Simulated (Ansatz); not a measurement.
**What a change does: single-point calculation on Zr2O**

System: Zr2O (6 atoms in the cell).
Method of the first run: DFT PBEsol, scalar-relativistic, plane waves, PAW, no spin polarisation (Ansatz 0.2.0).

The structure derives from a Materials Project entry. Text and figures count atoms from 1; the logs count them from 0 in places.

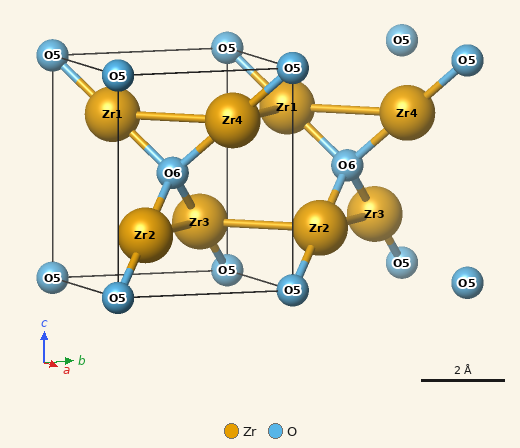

Fig. 1: The structure as given in the input (ball-and-stick view of the cell of the calculation, repeated 1 × 2 × 1, seen slightly off an axis; atoms are numbered from 1 in the order of the input). An atom can appear more than once, as a periodic image. Near neighbours in the periodic cell (some may lie outside the picture): Zr has 2 O at 2.09 Å and 4 Zr at 3.19 Å; O has 4 Zr at 2.09 Å.

### Input, the first run
```yaml
crystal:
  lattice:
    - [4.5172441274, 0.0, 0.0]
    - [0.0, 4.5172441274, 0.0]
    - [0.0, 0.0, 5.4206929529]
  atoms:
    - { symbol: Zr, position: [0.25, 0.25, 0.75] }
    - { symbol: Zr, position: [0.75, 0.25, 0.25] }
    - { symbol: Zr, position: [0.25, 0.75, 0.25] }
    - { symbol: Zr, position: [0.75, 0.75, 0.75] }
    - { symbol: O, position: [0.0, 0.0, 0.0] }
    - { symbol: O, position: [0.5, 0.5, 0.5] }
basis:
  ecutwfc: 420
kpoints:
  mp_grid: { grid: [12, 12, 12] }
hamiltonian:
  xc: pbesol
scf:
  occupations: { method: gaussian, width: 0.15 }
output:
  forces: true
  stress: true
  eigenvalues: true
  write_density: true
  write_potential: true
  elf: true
  volumetric_format: npy
```

Launched with:
```bash
ansatz run input.yaml --threads 1 --pin off --max-ram 2560MiB --backend cpu --events-out ev --progress --plain --runs-dir out
```

Hardware: 1 thread of Intel Xeon @ 2.70GHz, 189 GiB of memory available, shared host.

### Output, shortened to warnings, some set-up lines, iterations and results (the first run)
```
Basis set: ecut = 420 eV, 2147 PW (Γ), exchange–correlation on 64×64×80 points (8 copies of the dense FFT grid, shifted against one another)
Symmetry: 16 space group operations
k-points: 196 of 1728
Initial density: superposition of atomic densities (neutral atoms: chi_scale 0, normalization atom), corrected by the library's trained network
[...]
SCF iter   1: F=—  HF=-17640.476166 eV  |F-HF|=—  |Δ(HF+E_count)|=         —  Δρ=8.12e-3  dr2=5.71e-2  ethr=1.77e-3  ⟨swp⟩=4.3  Hψ=27056  notcnv=0
SCF iter   2: F=—  HF=-17640.467106 eV  |F-HF|=—  |Δ(HF+E_count)|=   9.06e-3  Δρ=4.17e-3  dr2=1.81e-2  ethr=9.51e-5  ⟨swp⟩=2.0  Hψ=9169  notcnv=0
SCF iter   3: F=—  HF=-17640.464583 eV  |F-HF|=—  |Δ(HF+E_count)|=   2.52e-3  Δρ=2.17e-3  dr2=4.05e-3  ethr=3.02e-5  ⟨swp⟩=2.2  Hψ=10025  notcnv=0
SCF iter   4: F=—  HF=-17640.463820 eV  |F-HF|=—  |Δ(HF+E_count)|=   7.63e-4  Δρ=3.81e-4  dr2=1.02e-4  ethr=6.75e-6  ⟨swp⟩=2.0  Hψ=9336  notcnv=0
SCF iter   5: F=—  HF=-17640.463820 eV  |F-HF|=—  |Δ(HF+E_count)|=   7.49e-7  Δρ=5.16e-5  dr2=2.59e-6  ethr=1.71e-7  ⟨swp⟩=2.4  Hψ=12891  notcnv=0
SCF iter   6: F=—  HF=-17640.463745 eV  |F-HF|=—  |Δ(HF+E_count)|=   7.53e-5  Δρ=9.82e-6  dr2=8.21e-8  ethr=1.67e-10  ⟨swp⟩=8.2  Hψ=49629  notcnv=0
SCF iter   7: F=-17640.463745 eV  HF=-17640.463745 eV  |F-HF|=1.49e-10  |Δ(HF+E_count)|=   3.26e-9  Δρ=1.84e-6  dr2=3.40e-9  ethr=1.37e-10  ⟨swp⟩=5.0  Hψ=43489  notcnv=0
SCF 1 converged in 7 iterations: F = -17640.463745 eV  dr2 = 3.40e-9
SCF converged after 7 iterations
Free energy (F): -17640.463745 eV
Harris-Foulkes:  -17640.463745 eV  (|F-HF|=1.49e-10)
Internal energy: -17640.387037 eV  (E = F + TS)
E sigma→0 (E₀):  -17640.425391 eV
Entropy (-TS):   -0.076708 eV (-12.785 meV/atom)
Fermi energy:    12.899716 eV
--- Per-component energies (eV) ---
  E_band       = -437.501299
  E_kinetic    = 1684.929851
  E_local      = -3493.610962  (includes V_loc(G=0)·N_el)
  E_nonlocal   = 421.721850
  E_hartree    = 1147.346770
  E_xc         = -787.073919
  E_vxc        = -947.830788  (∫ρ·V_xc dr)
  E_paw        = -11905.020783  (= ΣΔE_a)
  E_vpaw       = -397.408856  (= ΣTr[D̂ρ^β])
  E_aug_tail   = 0.005051  (compensation charges beyond the density's cutoff)
  E_ewald      = -4709.418352
  E_core_change = 0.733458  (= ΣΔE_core)
  E_smearing   = -0.076708  (= −TS)
  E_closure    = 0.000000  (closes the sum)
  Σ components = -17640.463745   (vs F -17640.463745, Δ=0.00e0)
--- Forces (eV/Å), atoms counted from 1 ---
  atom   1  Zr     0.00000000    -0.00000000     0.00000000
  atom   2  Zr     0.00000000     0.00000000     0.00000000
  atom   3  Zr     0.00000000     0.00000000     0.00000000
  atom   4  Zr     0.00000000    -0.00000000     0.00000000
  atom   5  O      0.00000000     0.00000000    -0.00000000
  atom   6  O      0.00000000     0.00000000     0.00000000
  max |Σ_I F_I| component: 8.20e-29 eV/Å
--- Stress (GPa, compression-positive) ---
        3.339290       0.000000       0.000000
        0.000000       3.339290       0.000000
        0.000000       0.000000     -10.730032
  P = ⅓ Tr σ = -1.3505 GPa (-13.505 kbar)
```

For the second run the input was changed thus:
```diff
-    - [4.5172441274, 0.0, 0.0]
-    - [0.0, 4.5172441274, 0.0]
-    - [0.0, 0.0, 5.4206929529]
+    - [4.8660537257, 0.0, 0.0]
+    - [0.0, 4.8660537257, 0.0]
+    - [0.0, 0.0, 4.6714115767]
```

What does this change do to the results?

With the same functional and potentials, the second run lies 84.3 meV per atom lower. The pressure goes from −1.35 to −0.10 GPa. The SCF takes 6 iterations against 7. The plane waves at Γ go from 2147 to 2163.

### Output, shortened to warnings, some set-up lines, iterations and results (the second run)
```
Basis set: ecut = 420 eV, 2163 PW (Γ), exchange–correlation on 72×72×64 points (8 copies of the dense FFT grid, shifted against one another)
Symmetry: 16 space group operations
k-points: 196 of 1728
Initial density: superposition of atomic densities (neutral atoms: chi_scale 0, normalization atom), corrected by the library's trained network
[...]
SCF iter   1: F=—  HF=-17640.972492 eV  |F-HF|=—  |Δ(HF+E_count)|=         —  Δρ=5.04e-3  dr2=1.98e-2  ethr=1.77e-3  ⟨swp⟩=4.2  Hψ=26755  notcnv=0
SCF iter   2: F=—  HF=-17640.970218 eV  |F-HF|=—  |Δ(HF+E_count)|=   2.27e-3  Δρ=2.46e-3  dr2=7.37e-3  ethr=3.30e-5  ⟨swp⟩=2.0  Hψ=10435  notcnv=0
SCF iter   3: F=—  HF=-17640.969653 eV  |F-HF|=—  |Δ(HF+E_count)|=   5.65e-4  Δρ=1.42e-3  dr2=1.64e-3  ethr=1.23e-5  ⟨swp⟩=2.0  Hψ=9232  notcnv=0
SCF iter   4: F=—  HF=-17640.969366 eV  |F-HF|=—  |Δ(HF+E_count)|=   2.87e-4  Δρ=2.46e-4  dr2=5.82e-5  ethr=2.73e-6  ⟨swp⟩=2.0  Hψ=9099  notcnv=0
SCF iter   5: F=—  HF=-17640.969326 eV  |F-HF|=—  |Δ(HF+E_count)|=   4.04e-5  Δρ=3.08e-5  dr2=9.80e-7  ethr=9.70e-8  ⟨swp⟩=2.2  Hψ=13052  notcnv=0
SCF iter   6: F=-17640.969326 eV  HF=-17640.969326 eV  |F-HF|=1.18e-8  |Δ(HF+E_count)|=   9.31e-8  Δρ=6.32e-6  dr2=4.60e-8  ethr=1.67e-10  ⟨swp⟩=9.7  Hψ=48021  notcnv=0
SCF 1 converged in 6 iterations: F = -17640.969326 eV  dr2 = 4.60e-8
SCF converged after 6 iterations
Free energy (F): -17640.969326 eV
Harris-Foulkes:  -17640.969326 eV  (|F-HF|=1.18e-8)
Internal energy: -17640.865083 eV  (E = F + TS)
E sigma→0 (E₀):  -17640.917205 eV
Entropy (-TS):   -0.104242 eV (-17.374 meV/atom)
Fermi energy:    12.939016 eV
--- Per-component energies (eV) ---
  E_band       = -439.397108
  E_kinetic    = 1686.052827
  E_local      = -3509.626361  (includes V_loc(G=0)·N_el)
  E_nonlocal   = 420.891623
  E_hartree    = 1154.478584
  E_xc         = -787.479958
  E_vxc        = -948.339142  (∫ρ·V_xc dr)
  E_paw        = -11904.985133  (= ΣΔE_a)
  E_vpaw       = -397.339511  (= ΣTr[D̂ρ^β])
  E_aug_tail   = 0.005075  (compensation charges beyond the density's cutoff)
  E_ewald      = -4700.935198
  E_core_change = 0.733458  (= ΣΔE_core)
  E_smearing   = -0.104242  (= −TS)
  E_closure    = 0.000000  (closes the sum)
  Σ components = -17640.969326   (vs F -17640.969326, Δ=0.00e0)
--- Forces (eV/Å), atoms counted from 1 ---
  atom   1  Zr     0.00000000    -0.00000000     0.00000000
  atom   2  Zr     0.00000000     0.00000000     0.00000000
  atom   3  Zr     0.00000000     0.00000000    -0.00000000
  atom   4  Zr     0.00000000    -0.00000000    -0.00000000
  atom   5  O      0.00000000     0.00000000     0.00000000
  atom   6  O      0.00000000     0.00000000     0.00000000
  max |Σ_I F_I| component: 1.45e-28 eV/Å
--- Stress (GPa, compression-positive) ---
       -0.724829       0.000000       0.000000
        0.000000      -0.724829       0.000000
        0.000000       0.000000       1.134817
  P = ⅓ Tr σ = -0.1049 GPa (-1.049 kbar)
```

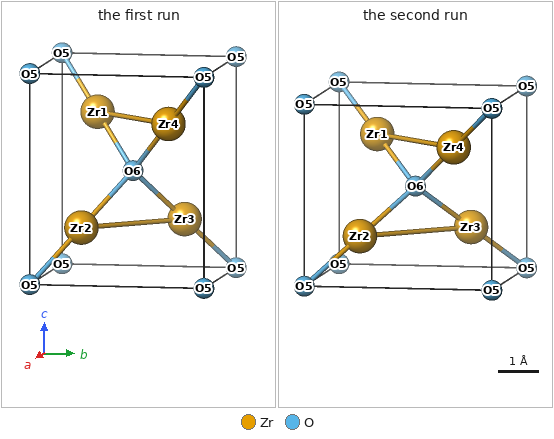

Fig. 2: The two input geometries at one scale (ball-and-stick view of the cell of the calculation, seen slightly off an axis). No atom moves by more than 0.005 Å relative to the cell. The drawn cell changes at constant volume: a = b 4.517 → 4.866 Å (+7.7 %), c 5.421 → 4.671 Å (−13.8 %). Among the contacts that change: Zr1–Zr4 3.194 → 3.441 Å, Zr1–O5 2.095 → 2.079 Å.

### The two runs side by side

| quantity | the first run | the second run |
| --- | --- | --- |
| outcome | converged | converged |
| free energy per atom (eV) | −2940.0773 | −2940.1616 |
| energy per atom, smearing taken to zero (eV) | −2940.0709 | −2940.1529 |
| gap on the mesh (eV) | 0.00 | 0.00 |
| pressure (GPa) | −1.35 | −0.10 |
| largest force (eV/Å) | 0.000 | 0.000 |
| SCF iterations | 7 | 6 |
| irreducible k-points | 196 | 196 |
| plane waves at Γ | 2147 | 2163 |
| wall time (shared host) | 57 s | 46 s |
